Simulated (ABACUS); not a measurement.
## Run report: GaN, band-structure run (part 2 of 2)

Continued. System: GaN (2 atoms in the cell). Method: Kohn-Sham DFT of a periodic cell, LDA, GBRV ultrasoft 1.5 LDA, no spin polarisation (ABACUS 3.10.1); cutoff 544.23 eV, fermi-dirac of 0.05 eV. The structure derives from a Materials Project entry. It belongs to a series of runs on one base structure; here: bands on the converged density.

Geometry of the input (Å; fractional positions):
```
0.0000  2.2535  2.2535
2.2535  0.0000  2.2535
2.2535  2.2535  0.0000
Ga 0.0000  0.0000  0.0000
N  0.2500  0.2500  0.2500
```

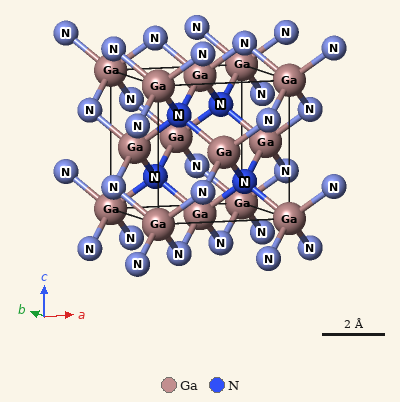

Figure 1. The structure (ball-and-stick view of the cell 4 times as large as that of the calculation, set on its symmetry axes, seen slightly off an axis; neighbours outside the cell are drawn fainter).

Log, continued
```
 -------------------------------------------
 NONSELF-CONSISTENT
 -------------------------------------------
                                 init_chg = file
 try to read charge from file
 Read in the charge density: OUT.GaN//GaN-CHARGE-DENSITY.restart

 PW ALGORITHM --------------- ION=   1  ELEC=   1--------------------------------
 k(1/102) Iter steps (avg)=9 threshold=1e-07
 k(2/102) Iter steps (avg)=9 threshold=1e-07
 k(3/102) Iter steps (avg)=9 threshold=1e-07
 k(4/102) Iter steps (avg)=8 threshold=1e-07
 k(5/102) Iter steps (avg)=9 threshold=1e-07
 k(6/102) Iter steps (avg)=9 threshold=1e-07
 k(7/102) Iter steps (avg)=9 threshold=1e-07
 k(8/102) Iter steps (avg)=13 threshold=1e-07
 k(9/102) Iter steps (avg)=16 threshold=1e-07
 k(10/102) Iter steps (avg)=10 threshold=1e-07
 k(11/102) Iter steps (avg)=10 threshold=1e-07
 k(12/102) Iter steps (avg)=11 threshold=1e-07
 k(13/102) Iter steps (avg)=10 threshold=1e-07
 k(14/102) Iter steps (avg)=11 threshold=1e-07
 k(15/102) Iter steps (avg)=13 threshold=1e-07
 k(16/102) Iter steps (avg)=13 threshold=1e-07
 k(17/102) Iter steps (avg)=11 threshold=1e-07
 k(18/102) Iter steps (avg)=12 threshold=1e-07
 k(19/102) Iter steps (avg)=13 threshold=1e-07
 k(20/102) Iter steps (avg)=13 threshold=1e-07
 k(21/102) Iter steps (avg)=13 threshold=1e-07
 k(22/102) Iter steps (avg)=12 threshold=1e-07
 k(23/102) Iter steps (avg)=13 threshold=1e-07
 k(24/102) Iter steps (avg)=11 threshold=1e-07
 k(25/102) Iter steps (avg)=12 threshold=1e-07
 k(26/102) Iter steps (avg)=11 threshold=1e-07
[... levels at 26 k points of this process ...]

 Density error is 0.00000000000
                          Error Threshold = 1.00000000000e-07
----------------------------------------------------------
     Energy           Rydberg                 eV
----------------------------------------------------------
 E_KohnSham     -435.2388320129      -5921.7281062403
 E_KS(sigma->0) -435.2388320127      -5921.7281062382
 E_Harris       -435.2388320129      -5921.7281062403
 E_band         -35.4458480305       -482.2655036574
 E_one_elec     -337.3195925008      -4589.4685050489
 E_Hartree      180.9635179355       2462.1349740483
 E_xc           -53.2017594540       -723.8470722004
 E_Ewald        -225.6809979933      -3070.5475030351
 E_entropy(-TS) -0.0000000003        -0.0000000043
 E_descf        0.0000000000         0.0000000000
 E_exx          0.0000000000         0.0000000000
 E_Fermi        0.8361653441         11.3766131503
----------------------------------------------------------

 charge density convergence is achieved
 final etot is -5921.7281062 eV
 EFERMI = 11.376613150 eV

 STATE ENERGY(eV) AND OCCUPATIONS    NSPIN == 1
 1/26 kpoint (Cartesian) = 0.0000 0.0000 0.0000 (645 pws)
       1       -81.8460      0.0196078
       2       -81.8460      0.0196078
       3       -81.8460      0.0196078
       4       -5.34130      0.0196078
       5       -3.03287      0.0196078
       6       -3.03287      0.0196078
       7       -3.03287      0.0196078
       8       -2.70937      0.0196078
       9       -2.70937      0.0196078
      10        10.4702      0.0196078
      11        10.4702      0.0196078
      12        10.4702      0.0196078
      13        12.2098    1.13621e-09
      14        20.5873    1.94649e-82
      15        20.5873    1.94644e-82
      16        20.5873    1.94643e-82
      17        27.7495        0.00000
      18        29.1027        0.00000
      19        29.1027        0.00000
      20        29.1027        0.00000
      21        30.1341        0.00000
      22        30.1341        0.00000

 2/26 kpoint (Cartesian) = 0.0000 0.022188 0.0000 (641 pws)
       1       -81.8460      0.0196078
       2       -81.8460      0.0196078
       3       -81.8458      0.0196078
       4       -5.30255      0.0196078
       5       -3.02625      0.0196078
       6       -3.02625      0.0196078
       7       -3.02433      0.0196078
       8       -2.71231      0.0196078
       9       -2.70747      0.0196078
      10        10.1007      0.0196078
      11        10.3860      0.0196078
      12        10.3860      0.0196078
      13        12.5888    5.79869e-13
      14        20.3459    2.43313e-80
      15        20.6723    3.55921e-83
      16        20.6723    3.55919e-83
      17        27.4760        0.00000
      18        28.2755        0.00000
      19        29.2777        0.00000
      20        29.2777        0.00000
      21        30.1939        0.00000
      22        31.1544        0.00000

 3/26 kpoint (Cartesian) = 0.0000 0.044375 0.0000 (657 pws)
       1       -81.8464      0.0196078
       2       -81.8464      0.0196078
       3       -81.8464      0.0196078
       4       -5.19136      0.0196078
       5       -3.00695      0.0196078
       6       -3.00695      0.0196078
       7       -2.99573      0.0196078
       8       -2.71966      0.0196078
       9       -2.70200      0.0196078
      10        9.38901      0.0196078
      11        10.1492      0.0196078
      12        10.1492      0.0196078
      13        13.3145    2.88453e-19
      14        19.7411    4.35587e-75
      15        20.9152    2.76080e-85
      16        20.9152    2.76080e-85
      17        25.7096        0.00000
      18        29.1975        0.00000
      19        29.7968        0.00000
      20        29.7968        0.00000
      21        30.3731        0.00000
      22        31.8011        0.00000

 4/26 kpoint (Cartesian) = 0.0000 0.066563 0.0000 (665 pws)
       1       -81.8468      0.0196078
       2       -81.8466      0.0196078
       3       -81.8466      0.0196078
       4       -5.02376      0.0196078
       5       -2.97614      0.0196078
       6       -2.97614      0.0196078
       7       -2.94127      0.0196078
       8       -2.72233      0.0196078
       9       -2.69343      0.0196078
      10        8.61164      0.0196078
      11        9.80009      0.0196078
      12        9.80009      0.0196078
      13        14.0628    9.13499e-26
      14        18.9829    1.67791e-68
      15        21.2872    1.62338e-88
      16        21.2872    1.62338e-88
      17        24.0894        0.00000
      18        30.5618        0.00000
      19        30.6423        0.00000
      20        30.6423        0.00000
      21        30.6723        0.00000
      22        32.2659        0.00000

 5/26 kpoint (Cartesian) = 0.0000 0.088751 0.0000 (653 pws)
       1       -81.8467      0.0196078
       2       -81.8464      0.0196078
       3       -81.8464      0.0196078
       4       -4.82799      0.0196078
       5       -2.93600      0.0196078
       6       -2.93600      0.0196078
       7       -2.87861      0.0196078
       8       -2.68251      0.0196078
       9       -2.67752      0.0196078
      10        7.82648      0.0196078
      11        9.38868      0.0196078
      12        9.38868      0.0196078
      13        14.6778    4.15935e-31
      14        18.2406    4.70558e-62
      15        21.7531        0.00000
      16        21.7531        0.00000
      17        22.7935        0.00000
      18        31.0914        0.00000
      19        31.7866        0.00000
      20        31.7866        0.00000
      21        31.9205        0.00000
      22        32.9902        0.00000

 6/26 kpoint (Cartesian) = 0.0000 0.11094 0.0000 (649 pws)
       1       -81.8468      0.0196078
       2       -81.8465      0.0196078
       3       -81.8465      0.0196078
       4       -4.64092      0.0196078
       5       -2.88982      0.0196078
       6       -2.88982      0.0196078
       7       -2.86512      0.0196078
       8       -2.67051      0.0196078
       9       -2.49812      0.0196078
      10        7.04646      0.0196078
      11        8.96251      0.0196078
      12        8.96251      0.0196078
      13        14.9835    9.20093e-34
      14        17.6709    4.17942e-57
      15        21.9107        0.00000
      16        22.2781        0.00000
      17        22.2781        0.00000
      18        31.6293        0.00000
      19        32.5681        0.00000
      20        33.1914        0.00000
      21        33.1914        0.00000
      22        34.5468        0.00000

[... levels at 20 further k points ...]

 --------------------------------------------
 !FINAL_ETOT_IS -5921.728106240308 eV
 --------------------------------------------

 Output bands in file: OUT.GaN/BANDS_1.dat
```

Standard output
```
ABACUS v3.10.1

               Atomic-orbital Based Ab-initio Computation at UStc

%%%%%%%%%%%%%%%%%%%%%%%%%%%%%%%%%%%%%%%%%%%%%%%%%%%%%%%%%%%%%%%%%%%%%%%%%%%%%%%%%%%%%%%%%%%%%%%%%%%%%%%%%
 Warning: the number of valence electrons in pseudopotential > 3 for Ga: [Ar] 3d10 4s2 4p1
 Pseudopotentials with additional electrons can yield (more) accurate outcomes, but may be less efficient.
 If you're confident that your chosen pseudopotential is appropriate, you can safely ignore this warning.
%%%%%%%%%%%%%%%%%%%%%%%%%%%%%%%%%%%%%%%%%%%%%%%%%%%%%%%%%%%%%%%%%%%%%%%%%%%%%%%%%%%%%%%%%%%%%%%%%%%%%%%%%

 UNIFORM GRID DIM        : 25 * 25 * 25
 UNIFORM GRID DIM(BIG)   : 36 * 36 * 36
 UNIFORM GRID DIM(DENSE) : 36 * 36 * 36
 ---------------------------------------------------------
 ---------------------------------------------------------
 SPIN    KPOINTS         PROCESSORS  THREADS
 1       102             4           4
 ---------------------------------------------------------
 Use plane wave basis
 ---------------------------------------------------------
 ELEMENT NATOM       XC
 Ga      1
 N       1
 ---------------------------------------------------------
 Initial plane wave basis and FFT box
 ---------------------------------------------------------
 -------------------------------------------
 NONSELF-CONSISTENT :
 -------------------------------------------
 START CHARGE      : file
 ITER       ETOT/eV          EDIFF/eV         DRHO     TIME/s
 DA1     -5.92172811e+03   0.00000000e+00   0.0000e+00   0.62
```

Key numbers

- outcome: converged
- space group (tolerance 0.01 Å): F-43m (216)
- electrons treated: 24
- Fermi energy of the self-consistent step: 11.364 eV
- gap on the band path: 1.74 eV
- wall time: 1.2 s (CPU time 4.8 s)
- peak memory: 0.44 GiB
